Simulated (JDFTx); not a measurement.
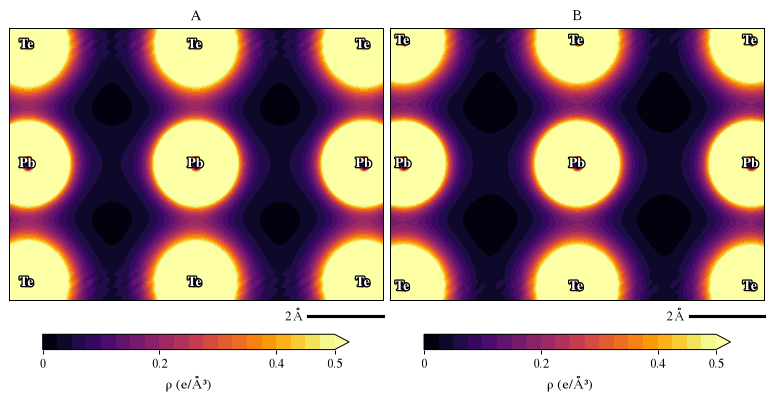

TePb. The valence electron density of two cells that differ in size, on the (011̄) plane of each (indices in the axes of the calculation cell), at one length scale and on one colour scale: B has 35.8 Å³ an atom and A 32.4.

Space group Fm-3m.

Level of theory: JDFTx 1.7.0 (patched build), Kohn-Sham DFT of a periodic cell, r2SCAN, SG15-PBE-1.2.

The larger cell:

```yaml
crystal:
  lattice:
    - [0.00000, 3.29437, 3.29437]
    - [3.29437, 0.00000, 3.29437]
    - [3.29437, 3.29437, 0.00000]
  atoms:
    - { symbol: Pb, position: [0.00000, 0.00000, 0.00000] }
    - { symbol: Te, position: [0.50000, 0.50000, 0.50000] }
```

The smaller cell: a = 4.508 Å, b = 4.508 Å, c = 4.508 Å, α = 60.00°, β = 60.00°, γ = 60.00°.

### What changes from the larger cell to the smaller?

From the larger cell to the smaller, Te–Pb goes from 3.29 to 3.19 Å, and the density at its midpoint from 0.18 to 0.21 e/Å³; the pressure goes from −2.1 to 2.3 GPa; the Kohn–Sham gap goes from 1.6 eV to 1.5 eV.
